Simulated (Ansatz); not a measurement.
**Single-point calculation, with input and output: AlN**

System: AlN (P6₃mc, 4 atoms in the cell).
Method: DFT PBEsol, scalar-relativistic, plane waves, PAW, no spin polarisation (Ansatz 0.2.0).

The structure derives from an entry of the Crystallography Open Database. It belongs to a series of runs on one base structure; here: band edges and mean potential of the bulk.

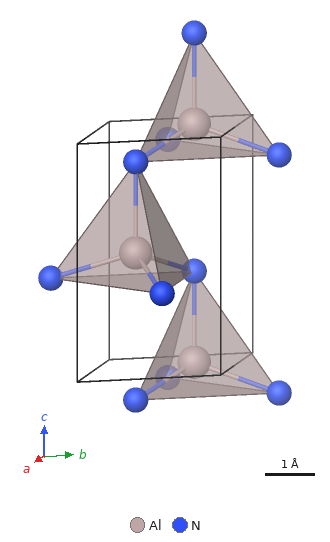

The input geometry (polyhedral view of the cell of the calculation, seen slightly off an axis; polyhedra are completed across the faces of the cell). An atom can appear more than once, as a periodic image.

## Key numbers

```csv
quantity,value
outcome,converged
space group (tolerance 0.01 Å),P6₃mc (186)
electrons treated,16
free energy,−1811.9166 eV
Fermi energy,9.089 eV
gap on the k-point mesh,4.10 eV
gap on the band path,4.10 eV
pressure,0.02 GPa
largest force (length of the vector),under 0.001 eV/Å
hardware,"4 threads of AMD EPYC (Zen 3), 144 GiB of memory available, shared host"
wall time,3.1 s (CPU time 9.7 s)
peak memory,0.41 GiB
```

## Input file
```yaml
crystal:
  lattice:
    - [3.1136926474, 0.0, 0.0]
    - [-1.5568463237, 2.6965369322, 0.0]
    - [0.0, 0.0, 4.9834165462]
  atoms:
    - { symbol: Al, position: [0.3333333333, 0.6666666667, 0.001508076] }
    - { symbol: Al, position: [0.6666666667, 0.3333333333, 0.501508076] }
    - { symbol: "N", position: [0.3333333333, 0.6666666667, 0.383491924] }
    - { symbol: "N", position: [0.6666666667, 0.3333333333, 0.883491924] }
basis:
  ecutwfc: 420
kpoints:
  mp_grid: { grid: [12, 12, 6] }
  band_path: { path: [VBM, CBM], npoints: 2 }
hamiltonian:
  xc: pbesol
scf:
  occupations: { method: gaussian, width: 0.02 }
output:
  forces: true
  stress: true
  eigenvalues: true
  write_density: true
  write_potential: true
  elf: true
  volumetric_format: npy
```

Launch command:
```bash
ansatz run input.yaml --threads 4 --pin off --max-ram 10240MiB --backend cpu --events-out ev --progress --plain --runs-dir out
```

## Log
```
Engine: ansatz 0.2.0, x86_64-unknown-linux-gnu
Pseudopotentials: kind: paw
Pseudopotential: Al, paw, valence charge 3, recommended cutoff 420 eV (normal), Al.paw.azcp
Pseudopotential: N, paw, valence charge 5, recommended cutoff 420 eV (normal), N.paw.azcp
Functional definition: PBEsol
  exchange = pbesol_x
  correlation = pbesol_c
Crystal: 4 atoms, lattice volume = 41.842 Å³
Basis set: ecut = 420 eV, 809 PW (Γ), exchange–correlation on 48×48×72 points (8 copies of the dense FFT grid, shifted against one another)
Bands: 12, of which v1, the nominal top of the filled ones, is band 8 counted from 1 (7 counted from 0)
Symmetry: 12 space group operations
Space group: P63mc (ITA 186), of the structure as read, at distance tolerance 3.5e-5 Å
k-points: 76 of 864 (time reversal used)
Non-local potential: Al, projectors of the file, l = 0: 2, l = 1: 2, l = 2: 1
Non-local potential: N, projectors of the file, l = 0: 2, l = 1: 2, l = 2: 1
PAW form: soft (Blöchl's): semilocal exchange-correlation on the pseudo side does not see the compensation charge
PAW frozen core: Al, regenerated for the run's functional, and the local potential with it (the file was generated under x = pbe(κ = 0.804, μ = 0.2195149727645171), c = pbe(β = 0.06672455060314922))
PAW frozen core: N, regenerated for the run's functional, and the local potential with it (the file was generated under x = pbe(κ = 0.804, μ = 0.2195149727645171), c = pbe(β = 0.06672455060314922))
PAW one-centre angular grid: Al, 110 points (default); XC on 64 Gauss nodes
PAW one-centre angular grid: N, 110 points (default); XC on 64 Gauss nodes
Initial density: superposition of atomic densities (neutral atoms: chi_scale 0, normalization atom), corrected by the library's trained network
Initial wavefunctions: pseudopotential atomic-orbital guess
Functional: x = pbesol(κ = 0.804, μ = 0.12345679012345678), c = pbesol(β = 0.046)
SCF iter   1: F=—  HF=-1811.930557 eV  |F-HF|=—  |Δ(HF+E_count)|=         —  Δρ=1.04e-2  dr2=4.80e-2  ethr=1.77e-3  ⟨swp⟩=6.2  Hψ=6214  notcnv=0
preconditioner: auto → none  [insulator: Δε(μ)=4.016 eV  Ē_g=12.944 eV  σ=0.020 eV  W_gap=1.00  n_scr=2 (ndim 8)  ℏωp=23.0 eV  f_vac=0.000  D(μ)=0.00/eV (n_scr^D=0)  ε∞_Penn≈4.1]
SCF iter   2: F=—  HF=-1811.916929 eV  |F-HF|=—  |Δ(HF+E_count)|=   1.36e-2  Δρ=1.32e-3  dr2=7.82e-4  ethr=3.00e-4  ⟨swp⟩=3.0  Hψ=2279  notcnv=0
SCF iter   3: F=—  HF=-1811.916774 eV  |F-HF|=—  |Δ(HF+E_count)|=   1.55e-4  Δρ=4.82e-4  dr2=5.25e-5  ethr=4.89e-6  ⟨swp⟩=2.1  Hψ=1439  notcnv=0
SCF iter   4: F=—  HF=-1811.916639 eV  |F-HF|=—  |Δ(HF+E_count)|=   1.35e-4  Δρ=2.04e-5  dr2=6.86e-8  ethr=6.25e-10  ⟨swp⟩=7.9  Hψ=6838  notcnv=0
iter 5 did not close the SCF: its close was put off for the readings that it lacked (scf_convergence_deferred on its scf_iter line)
SCF iter   5: F=-1811.916639 eV  HF=-1811.916639 eV  |F-HF|=3.24e-10  |Δ(HF+E_count)|=   3.17e-8  Δρ=1.67e-6  dr2=3.68e-10  ethr=4.29e-10  ⟨swp⟩=2.4  Hψ=1483  notcnv=0
SCF iter   6: F=-1811.916639 eV  HF=-1811.916639 eV  |F-HF|=7.28e-12  |Δ(HF+E_count)|=  3.80e-10  Δρ=2.41e-7  dr2=1.59e-11  ethr=2.30e-12  ⟨swp⟩=3.9  Hψ=4175  notcnv=0
SCF 1 converged in 6 iterations: F = -1811.916639 eV  dr2 = 1.59e-11
  greatest PAW one-centre occupation: 0.785 electrons in one spin orbital (limit 2), on the N atom at site 3 (counted from 0), in its partial waves of l = 0
NSCF: frozen V_eff on 28 k-points
NSCF: frozen V_eff on 28 k-points
NSCF: frozen V_eff on 28 k-points
NSCF: frozen V_eff on 28 k-points
NSCF: frozen V_eff on 2 k-points
NSCF: frozen V_eff on 3 k-points
NSCF: frozen V_eff on 3 k-points
NSCF: frozen V_eff on 3 k-points
NSCF: frozen V_eff on 3 k-points
NSCF: frozen V_eff on 3 k-points
NSCF: frozen V_eff on 3 k-points
SCF converged after 6 iterations
Free energy (F): -1811.916639 eV
Harris-Foulkes:  -1811.916639 eV  (|F-HF|=7.28e-12)
Internal energy: -1811.916639 eV  (E = F + TS)
E sigma→0 (E₀):  -1811.916639 eV
Fermi energy:    9.089463 eV
--- Per-component energies (eV) ---
  E_band       = 28.534326
  E_kinetic    = 317.506778
  E_local      = -446.156623  (includes V_loc(G=0)·N_el)
  E_nonlocal   = 111.269372
  E_hartree    = 153.717706
  E_xc         = -201.381574
  E_vxc        = -214.930185  (∫ρ·V_xc dr)
  E_paw        = -1155.480321  (= ΣΔE_a)
  E_vpaw       = -46.590615  (= ΣTr[D̂ρ^β])
  E_aug_tail   = 0.000188  (compensation charges beyond the density's cutoff)
  E_ewald      = -591.486641
  E_core_change = 0.094476  (= ΣΔE_core)
  E_smearing   = -0.000000  (= −TS)
  E_closure    = 0.000000  (closes the sum)
  Σ components = -1811.916639   (vs F -1811.916639, Δ=0.00e0)
--- Forces (eV/Å), atoms counted from 1 ---
  atom   1  Al     0.00000000     0.00000000    -0.00005429
  atom   2  Al     0.00000000    -0.00000000    -0.00005429
  atom   3  N      0.00000000    -0.00000000     0.00004975
  atom   4  N     -0.00000000     0.00000000     0.00004975
  max |Σ_I F_I| component: 9.07e-6 eV/Å
--- Stress (GPa, compression-positive) ---
        0.019534       0.000000       0.000000
        0.000000       0.019534       0.000000
        0.000000       0.000000       0.018304
  P = ⅓ Tr σ = 0.0191 GPa (0.191 kbar)
--- Band table (eV; the first three rows and the last of 76) ---
  k-point 0: bands = ["-8.1117", "-5.9362", "0.9966", "6.1635", "6.1635", "6.8178", "6.8178", "7.0418", "11.1371", "13.5823", "17.5279", "18.0565"]
  k-point 1: bands = ["-8.0044", "-6.1478", "1.3721", "6.2050", "6.2050", "6.4300", "6.7713", "6.7713", "11.6369", "13.6498", "17.3524", "18.0247"]
  k-point 2: bands = ["-7.6935", "-6.6496", "2.3543", "5.1286", "6.3199", "6.3199", "6.6467", "6.6467", "12.5919", "13.7131", "17.0720", "18.0578"]
  k-point 75: bands = ["-5.5348", "-5.5348", "2.1664", "2.1664", "3.1288", "3.1288", "6.2407", "6.2407", "14.3211", "14.3211", "14.7389", "14.7389"]
```

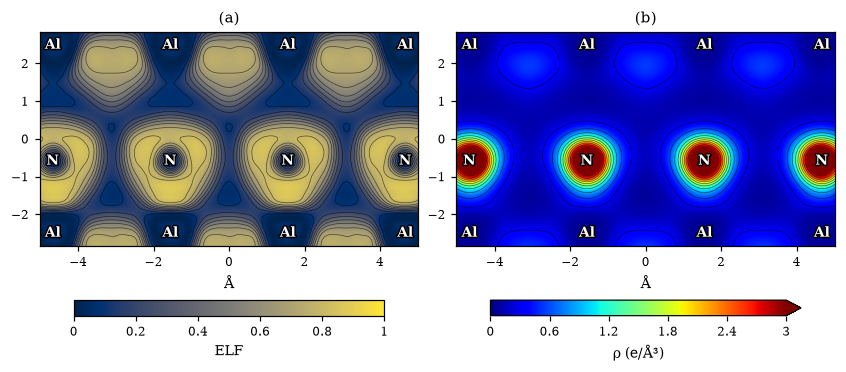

(a) ELF; (b) valence electron density on the (100) plane of the conventional cell. Al–N (1.90 Å): the density is about 0.67 e/Å³ at the midpoint; the ELF is about 0.85 at the midpoint. Away from the nuclei the density in this plane falls to 0.08 e/Å³ at its lowest. In a PAW calculation such maps are meaningful between the atoms, not at the nuclei.

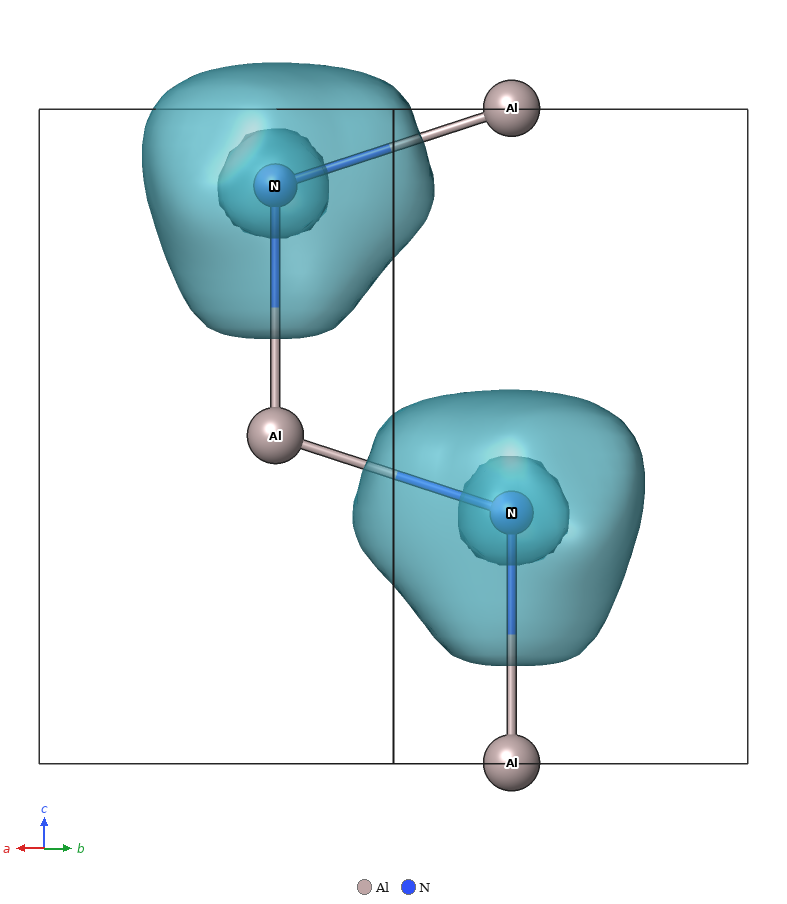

Isosurface of the electron localisation function at 0.65 (cyan), seen along [110]. Only the valence region is drawn (cores and ρ < 0.01 e/Å³ removed). Sticks mark near contacts. The outline is the cell set on symmetry axes. Profiles from the grid: Al–N (1.89 Å): the ELF is about 0.85 at the midpoint.

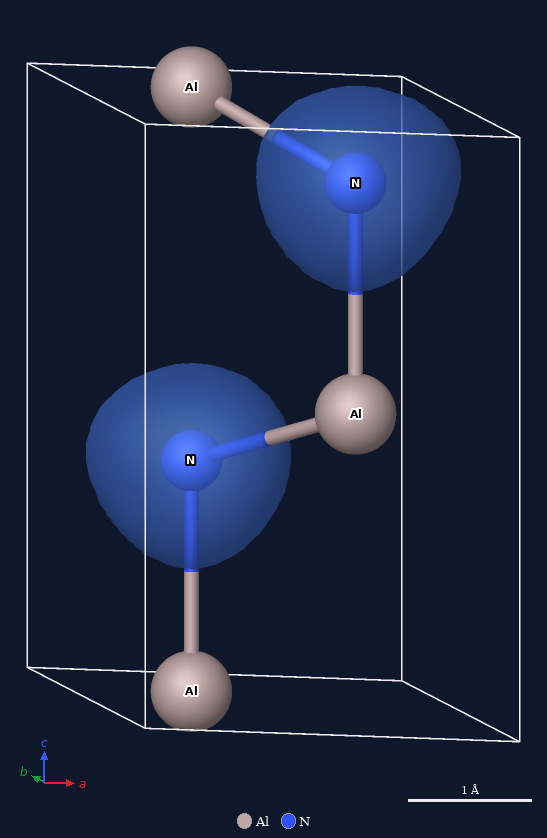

Isosurface of the valence pseudo-density at 0.8 e/Å³ (blue), seen slightly off an axis. Sticks mark near contacts. The outline is the cell set on symmetry axes. At this value the density breaks into separate islands; it holds about 50 % of the electrons treated as valence. It is pinched off along the Al–N (1.89 Å) contacts. On the grid the lowest density along these lines, outside the cores, is 0.56 e/Å³ (Al–N, 1.89 Å).
